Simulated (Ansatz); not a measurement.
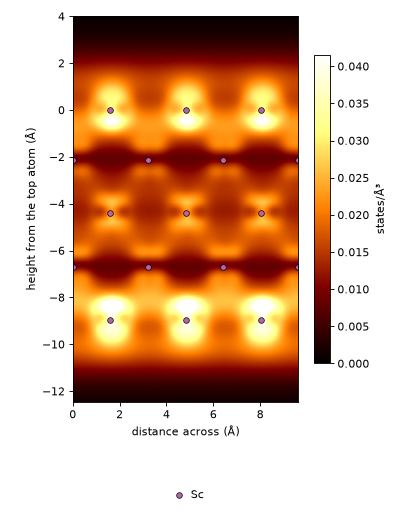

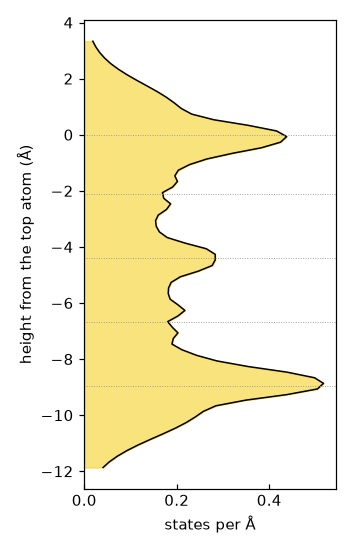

Density of all states between 0.00 and +0.25 eV (zero: the Fermi level) of Sc(100) (Fm-3m bulk, 5 atomic planes (those closer than 0.6 Å count as one), 9 Å): side view, averaged along the second cell vector, and the full density summed over planes, the part near the nuclei included (dotted lines mark the atomic planes).

The first picture shows the smooth PAW orbitals' density alone, which lacks about 18 % of these states' charge, near the nuclei; the shares below count all of it.

Computed with DFT PBEsol, scalar-relativistic, plane waves, PAW in Ansatz 0.2.0. Cutoff 420 eV, 22 × 22 k-points, Gaussian smearing 0.1 eV, dipole correction. The slab is a cut without reconstruction beyond its cell, at the source's lattice constants, with its lower half held fixed and the rest relaxed. This isn't the element's usual hcp form. No spin polarisation. The run couldn't confirm all of its levels under its output density. The run warns that the functional's potential is rough in the thin density of the vacuum, where the tip is; weak contrasts and barriers may feel it.

> How is this energy window spread over the atomic planes?

The window holds 3.4 states per cell. Shares by plane (space cut midway between planes), top to bottom: Sc 27 %, Sc 12 %, Sc 15 %, Sc 13 %, Sc 33 %; the outer planes' shares include the vacuum, and density in a gap between layers is shared out between the planes on either side. The outer planes of both faces hold more than their share.
